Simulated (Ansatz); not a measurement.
# SnO: what the fields show

Input file:

```
crystal:
  lattice:
    - [0.0, 2.5493213344, 2.5493213344]
    - [2.5493213344, 0.0, 2.5493213344]
    - [2.5493213344, 2.5493213344, 0.0]
  atoms:
    - { symbol: Sn, position: [0.0, 0.0, 0.0] }
    - { symbol: O, position: [0.5, 0.5, 0.5] }
basis:
  ecutwfc: 420
kpoints:
  mp_grid: { grid: [10, 10, 10] }
hamiltonian:
  xc: pbesol
scf:
  occupations: { method: gaussian, width: 0.02 }
output:
  forces: true
  stress: true
  eigenvalues: true
  write_density: true
  write_potential: true
  elf: true
  volumetric_format: npy
relax:
  adjacent_minimum: "off"
  f_tol: 0.01
  max_steps: 60
  cell: { stress_tol: 0.1 }
```

Command:

```sh
ansatz run input.yaml --threads 1 --pin off --max-ram 2560MiB --backend cpu --events-out ev --progress --plain --runs-dir out
```

Below, planes, directions and counts refer to the conventional cell (a = 5.04 Å, b = 5.04 Å, c = 5.04 Å, α = 90.00°, β = 90.00°, γ = 90.00°).

The fields are those of the run's last geometry, not of the input's.

Space group Fm-3m.

Computed with DFT PBEsol, scalar-relativistic, plane waves, PAW (Ansatz).

Core electrons are frozen (PAW), and the valence fields are smoothed inside the atomic spheres.

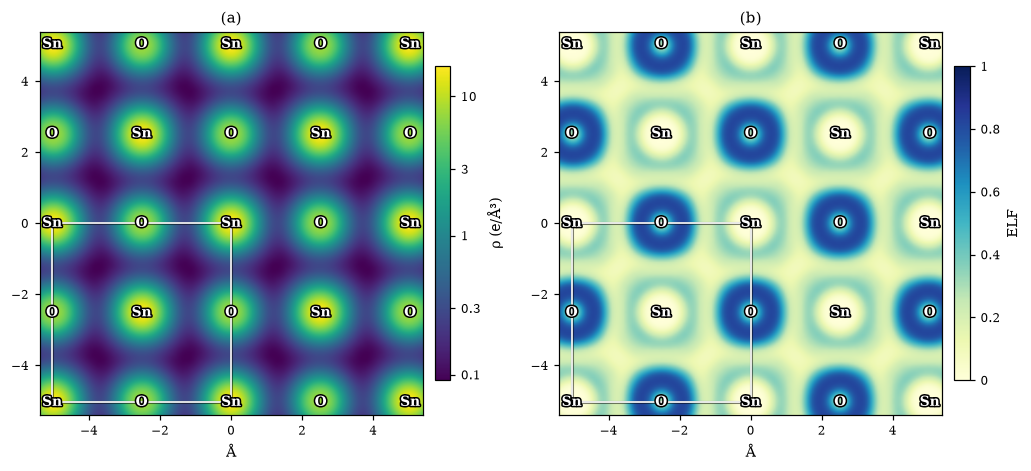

Figure 1. (a) valence charge density (pseudo); (b) electron localisation function on the (001) plane of the conventional cell.

> What do the fields say about this system?

The section cuts through Sn and O sites. Sn–O (2.52 Å): ρ is about 0.29 e/Å³ halfway; the ELF is about 0.20 at the midpoint: no localised pair shows between them. Between the atoms the lowest density in this plane is 0.09 e/Å³.

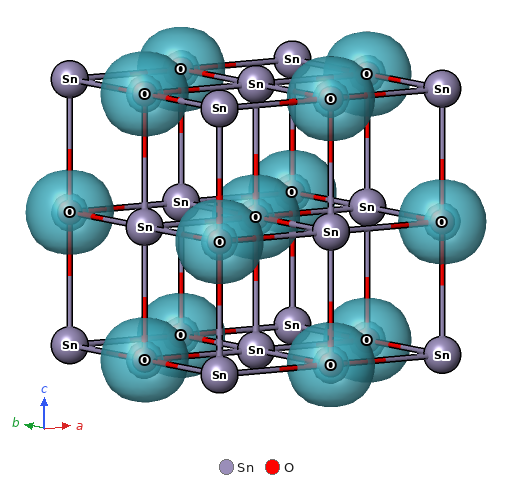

Figure 2. Isosurface of the electron localisation function at 0.7 (cyan), seen at an oblique angle. Core shells and regions of very low density are left out. Sticks mark near contacts.

> Identify the bonds, lone pairs and shells in this picture.

The ELF exceeds this value in four regions wrapped around O (the valence shell of each), counted in one cell of 8 atoms. Regions shared between cells count once.

> Does the calculation give a band gap?

It is gapped, with a Kohn–Sham gap of 0.56 eV on the k-point mesh (the band edges may lie off the mesh, which would make the gap smaller).
